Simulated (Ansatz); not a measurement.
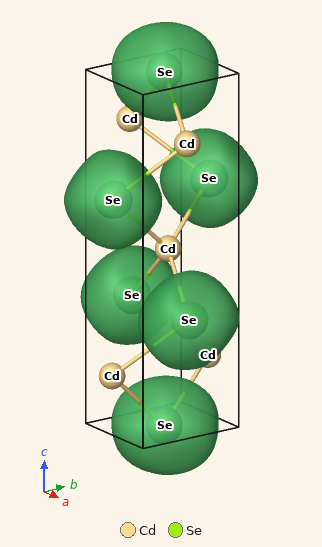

CdSe. Isosurface of the electron localisation function at 0.6 (green), seen slightly off an axis. Only the valence region is drawn (cores and ρ < 0.01 e/Å³ removed). Sticks mark near contacts.

Space group P3₂21; a structure generated by program, which may or may not match a known phase.

Level of theory: DFT r2SCAN, scalar-relativistic, plane waves, PAW (Ansatz).

Input

```
crystal:
  lattice:
    - [4.2821950492, 0.0, 0.0]
    - [-2.1410975246, 3.7084896966, 0.0]
    - [0.0, 0.0, 9.9417974711]
  atoms:
    - { symbol: Cd, position: [0.5386972931, 0.5386972931, 0.5] }
    - { symbol: Cd, position: [0.0, 0.4613027069, 0.8333333333] }
    - { symbol: Cd, position: [0.4613027069, 0.0, 0.1666666667] }
    - { symbol: Se, position: [0.5168698011, 0.5168698011, 0.0] }
    - { symbol: Se, position: [0.4831301989, 0.0, 0.6666666667] }
    - { symbol: Se, position: [0.0, 0.4831301989, 0.3333333333] }
basis:
  ecutwfc: 500
kpoints:
  mp_grid: { grid: [12, 12, 4] }
  band_path:
    path:
      - [[0.0, 0.0, 0.0], [0.5, 0.0, 0.0], [0.33333333, 0.33333333, 0.0], [0.0, 0.0, 0.0], [0.0, 0.0, 0.5], [0.5, 0.0, 0.5], [0.33333333, 0.33333333, 0.5], [0.0, 0.0, 0.5]]
      - [[0.5, 0.0, 0.5], [0.5, 0.0, 0.0]]
      - [[0.33333333, 0.33333333, 0.5], [0.33333333, 0.33333333, 0.0]]
    npoints: 14
hamiltonian:
  xc: r2scan
scf:
  occupations: { method: gaussian, width: 0.1 }
  n_extra_bands: 15
output:
  forces: true
  stress: true
  eigenvalues: true
  populations: true
  dos: { projected: true, de: 0.02, nscf_kmesh: { grid: [15, 15, 5] } }
  bader: true
  write_density: true
  write_potential: true
  elf: true
  volumetric_format: npy
```

Run with:

```sh
ansatz run input.yaml --threads 1 --pin off --max-ram 2560MiB --backend cpu --events-out ev --progress --plain --runs-dir out
```

Below, planes, directions and counts refer to the conventional cell (a = 4.28 Å, b = 4.28 Å, c = 9.94 Å, α = 90.00°, β = 90.00°, γ = 120.00°).

Identify the bonds, lone pairs and shells in this picture.

Answer. The surface consists of three regions wrapped around Se (the valence shell of each), counted in one cell of 6 atoms. Any copies at cell faces, edges or corners count once.

Values along the shortest contacts:
Cd–Se (2.68 Å): the ELF is about 0.40 at the midpoint and 0.15 at its lowest between the atoms. Cd–Se (2.75 Å): the ELF is about 0.35 at the midpoint and 0.15 at its lowest between the atoms.
